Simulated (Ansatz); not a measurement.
## Run report: HfC, band-structure calculation

The run: band-structure calculation of HfC (I4/mmm, 2 atoms in the cell). Method and program: DFT, PBEsol, all-electron LAPW, scalar-relativistic, no spin polarisation (Ansatz 0.2.0).

The structure derives from an entry of the Crystallography Open Database. It belongs to a series of runs on one base structure; here: equal xx and yy strain of -1 %. Figures and captions count atoms from 1; the log counts them from 0 in places.

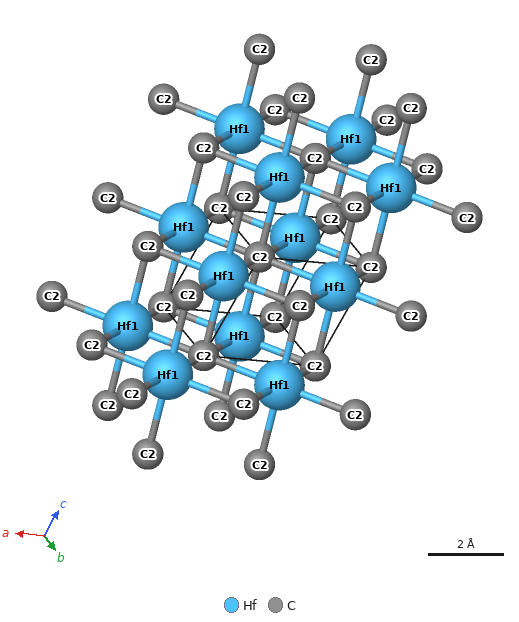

Fig. 1: The structure (ball-and-stick view of the reduced cell, repeated 2 × 2 × 2, seen at an oblique angle; bonded neighbours outside the cell are drawn too; atoms are numbered from 1 in the order of the input).

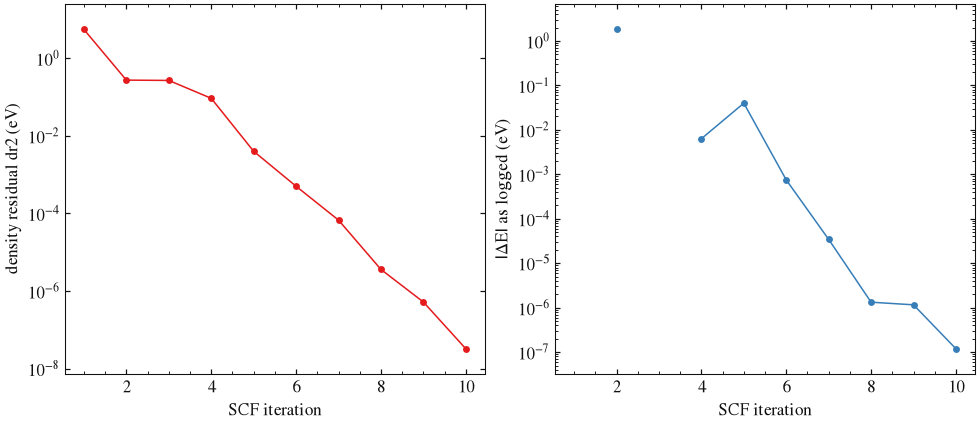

Fig. 2: Convergence of the self-consistent field: density residual dr2 and size of the energy change against the SCF iteration. The residual falls at every step.

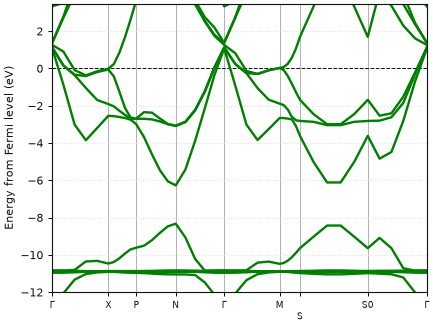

Fig. 3: Band structure along Γ–X–P–N–Γ–M–S–S0–Γ, with energies from the Fermi level. Bands cross the Fermi level: a metal at this level of theory.

The input and output of the run follow.

### The input
```yaml
crystal:
  lattice:
    - [0.0, 2.30175, 2.325]
    - [2.30175, 0.0, 2.325]
    - [2.30175, 2.30175, 0.0]
  atoms:
    - { symbol: Hf, position: [0.5, 0.5, 0.5] }
    - { symbol: C, position: [0.0, 0.0, 0.0] }
kpoints:
  mp_grid: { grid: [15, 15, 15] }
  band_path:
    path:
      - [0.0, 0.0, 0.0]
      - [0.0, 0.5, 0.5]
      - [0.25, 0.75, 0.5]
      - [0.0, 0.5, 0.0]
      - [0.0, 0.0, 0.0]
      - [0.5, 0.5, 0.0]
      - [0.3725125, 0.6274875, 0.0]
      - [-0.3725125, 0.3725125, 0.0]
      - [0.0, 0.0, 0.0]
    npoints: 5
scf:
  occupations: { method: fermi_dirac, width: 0.05 }
hamiltonian:
  xc: pbesol
  pseudopotentials: { kind: all_electron, lapw: { basis_error: 0.001 } }
output:
  forces: true
  stress: true
  eigenvalues: true
```

Launched with:
```bash
ansatz run input.yaml --threads 1 --pin off --max-ram 3072MiB --backend cpu --events-out ev --progress --plain --runs-dir out
```

### Log
```
LAPW: plane waves up to 9.010 Å⁻¹, error target 1.0e-3 eV per atom; small_component_spin mean_spin; C in spheres of 0.945 Å, 6 of its electrons in bands, Dirac shells []; Hf in spheres of 1.357 Å, 42 of its electrons in bands, Dirac shells [] (how accurate: hamiltonian.pseudopotentials.lapw.basis_error, Limitations)
Engine: ansatz 0.2.0, aarch64-unknown-linux-gnu
Pseudopotentials: kind: all_electron
Pseudopotential: Hf, LAPW, valence charge 42, lapw/all_electron/scalar/gaussian/Hf, Koelling and Harmon's equation, gaussian nucleus
Pseudopotential: C, LAPW, valence charge 6, lapw/all_electron/scalar/gaussian/C, Koelling and Harmon's equation, gaussian nucleus
Functional definition: PBEsol
  exchange = pbesol_x
  correlation = pbesol_c
Crystal: 2 atoms, lattice volume = 24.636 Å³
Basis set: ecut = 309.2726334718678 eV, 315 PW (Γ), exchange–correlation at level 2
Bands: 29, of which v1, the nominal top of the filled ones, is band 24 counted from 1 (23 counted from 0)
Symmetry: 16 space group operations
Space group: I4/mmm (ITA 139), of the structure as read, at distance tolerance 2.9e-5 Å
k-points: 288 of 3375
Non-local potential: Hf, projectors of the file, none
Non-local potential: C, projectors of the file, none
Initial density: superposition of atomic densities (chi_scale 0.1, normalization cell, long waves kept (reshape's long-wave potential 0.00 eV rms))
Initial wavefunctions: plane waves of lowest kinetic energy (no species holds an atomic orbital)
Functional: x = pbesol(κ = 0.804, μ = 0.12345679012345678), c = pbesol(β = 0.046)
iter 1 solved again at ethr=1.15e-2 eV; its pass at ethr=1.00e-1 eV (dr2=5.52e0 eV) is discarded
SCF iter   1: F=—  HF=-411163.415017 eV  |F-HF|=—  |Δ(HF+E_count)|=         —  Δρ=1.27e-1  dr2=5.52e0  ethr=1.15e-2  ⟨swp⟩=2.0  Hψ=49916  notcnv=0
preconditioner: auto → Kerker (q_TF=auto, 3.049 Å⁻¹)  [metal: Δε(μ)=0.046 eV  Ē_g=18.124 eV  σ=0.050 eV  W_gap=0.22  n_scr=14 (ndim 8)  ℏωp=39.6 eV  f_vac=0.000  D(μ)=0.12/eV (n_scr^D=0)]
iter 2 solved again at ethr=5.70e-4 eV; its pass at ethr=1.15e-2 eV (dr2=2.73e-1 eV) is discarded
SCF iter   2: F=—  HF=-411161.607759 eV  |F-HF|=—  |Δ(HF+E_count)|=    1.81e0  Δρ=3.01e-2  dr2=2.73e-1  ethr=5.70e-4  ⟨swp⟩=2.0  Hψ=42556  notcnv=0
SCF iter   3: F=—  HF=-411161.582827 eV  |F-HF|=—  |Δ(HF+E_count)|=         —  Δρ=2.76e-2  dr2=2.68e-1  ethr=5.69e-4  ⟨swp⟩=2.0  Hψ=25625  notcnv=0
the basis was enlarged: its passes take 268.4 KiB over the memory plan, 1 of 1 planned eigensolver slots
SCF iter   4: F=—  HF=-411161.576518 eV  |F-HF|=—  |Δ(HF+E_count)|=   6.31e-3  Δρ=1.60e-2  dr2=9.27e-2  ethr=5.58e-4  ⟨swp⟩=2.0  Hψ=23272  notcnv=0
SCF iter   5: F=—  HF=-411161.536724 eV  |F-HF|=—  |Δ(HF+E_count)|=   3.98e-2  Δρ=3.63e-3  dr2=3.99e-3  ethr=1.93e-4  ⟨swp⟩=2.7  Hψ=25956  notcnv=0
SCF iter   6: F=—  HF=-411161.535976 eV  |F-HF|=—  |Δ(HF+E_count)|=   7.48e-4  Δρ=1.20e-3  dr2=5.01e-4  ethr=8.32e-6  ⟨swp⟩=2.0  Hψ=24780  notcnv=0
SCF iter   7: F=—  HF=-411161.535942 eV  |F-HF|=—  |Δ(HF+E_count)|=   3.44e-5  Δρ=4.54e-4  dr2=6.71e-5  ethr=1.04e-6  ⟨swp⟩=2.0  Hψ=24783  notcnv=0
SCF iter   8: F=—  HF=-411161.535940 eV  |F-HF|=—  |Δ(HF+E_count)|=   1.33e-6  Δρ=1.14e-4  dr2=3.59e-6  ethr=1.40e-7  ⟨swp⟩=2.0  Hψ=24783  notcnv=0
SCF iter   9: F=—  HF=-411161.535939 eV  |F-HF|=—  |Δ(HF+E_count)|=   1.16e-6  Δρ=4.23e-5  dr2=5.19e-7  ethr=7.48e-9  ⟨swp⟩=2.7  Hψ=25371  notcnv=0
SCF iter  10: F=-411161.535939 eV  HF=-411161.535939 eV  |F-HF|=2.69e-8  |Δ(HF+E_count)|=   1.19e-7  Δρ=1.10e-5  dr2=3.23e-8  ethr=1.08e-9  ⟨swp⟩=2.7  Hψ=25349  notcnv=0
SCF 1 converged in 10 iterations: F = -411161.535939 eV  dr2 = 3.23e-8
NSCF: frozen V_eff on 41 k-points
SCF converged after 10 iterations
Free energy (F): -411161.535939 eV
Harris-Foulkes:  -411161.535939 eV  (|F-HF|=2.69e-8)
Internal energy: -411161.532938 eV  (E = F + TS)
E sigma→0 (E₀):  -411161.534438 eV
Entropy (-TS):   -0.003001 eV (-1.501 meV/atom)
Fermi energy:    20.761494 eV
--- Per-component energies (eV) ---
  E_band       = -4253.286435
  E_kinetic    = 457331.773027
  E_xc         = -8434.648949
  E_electrostatic = -860058.657016  (all electrons and nuclei)
  E_smearing   = -0.003001  (= −TS)
  E_closure    = 0.000000  (closes the sum)
  E_atoms      = -411142.005238  (free atoms, spherical and without spin; not in F)
  Σ components = -411161.535939   (vs F -411161.535939, Δ=0.00e0)
  Basis errors (estimates in eV, not in F): energy 3.6e-4 per atom: plane waves 3.2e-4 (1.8e-4 summed), levels above the bands 1.6e-64, relativity 2.7e-8, radial functions 3.8e-5, core shells 1.5e-7; eigenvalues (radial functions only) 3.8e-6; not estimated: angular momenta, meshes, grids; target (lapw.basis_error) 1.0e-3; muffin-tin radii C 0.945 Å, Hf 1.357 Å
--- Forces (eV/Å), atoms counted from 1 ---
  atom   1  Hf     0.00000000    -0.00000000    -0.00000000
  atom   2  C     -0.00000000     0.00000000    -0.00000000
  max |Σ_I F_I| component: 7.89e-31 eV/Å
--- Stress (GPa, compression-positive) ---
       -0.469516       0.000000       0.000000
        0.000000      -0.469516       0.000000
        0.000000       0.000000      -4.515816
  P = ⅓ Tr σ = -1.8183 GPa (-18.183 kbar)
--- Band table (eV; the first three rows and the last of 288) ---
  k-point 0: bands = ["-351.3442", "-351.3392", "-351.3392", "-242.4271", "-179.4311", "-179.4311", "-179.4270", "-179.4152", "-179.4098", "-40.2075", "-8.6669", "-8.6570", "-8.6570", "8.3704", "9.8180", "9.8212", "9.8258", "9.8258", "9.9127", "9.9139", "9.9139", "21.8340", "21.8884", "21.8884", "22.0230", "22.1335", "22.1335", "24.0911", "24.2360"]
  k-point 1: bands = ["-351.3442", "-351.3392", "-351.3392", "-242.4271", "-179.4311", "-179.4311", "-179.4270", "-179.4152", "-179.4098", "-40.2055", "-8.6952", "-8.6664", "-8.6600", "8.4839", "9.8197", "9.8238", "9.8282", "9.8286", "9.9104", "9.9112", "9.9137", "20.9832", "21.2272", "21.2821", "22.3349", "22.3874", "22.7050", "24.6765", "24.8228"]
  k-point 2: bands = ["-351.3442", "-351.3392", "-351.3392", "-242.4271", "-179.4311", "-179.4311", "-179.4270", "-179.4152", "-179.4098", "-40.2001", "-8.7901", "-8.6769", "-8.6684", "8.8091", "9.8245", "9.8327", "9.8366", "9.8386", "9.9033", "9.9036", "9.9140", "19.8287", "20.3389", "20.3900", "22.7195", "22.7603", "23.1548", "25.8758", "26.0328"]
  k-point 287: bands = ["-351.3442", "-351.3392", "-351.3392", "-242.4271", "-179.4311", "-179.4311", "-179.4270", "-179.4152", "-179.4098", "-40.1488", "-9.3020", "-8.9175", "-8.8971", "9.8528", "9.8555", "9.8571", "9.8671", "9.8804", "9.8838", "9.8852", "10.3575", "18.0899", "18.7341", "20.5868", "20.8773", "26.4615", "27.5487", "27.5843", "29.4436"]
```

### Key numbers

| quantity | value |
| --- | --- |
| outcome | converged |
| space group (tolerance 0.01 Å) | I4/mmm (139) |
| electrons in bands (core shells apart) | 48 |
| free energy | −411161.5359 eV |
| Fermi energy | 20.761 eV |
| pressure | −1.82 GPa |
| electronic character | metal |
| largest force (length of the vector) | under 0.001 eV/Å |
| hardware | 1 thread of Arm Neoverse V1, 24 GiB of memory available, shared host |
| wall time | 70 s |
| peak memory | 0.84 GiB |

Spin–orbit coupling is left out, which matters for Hf.
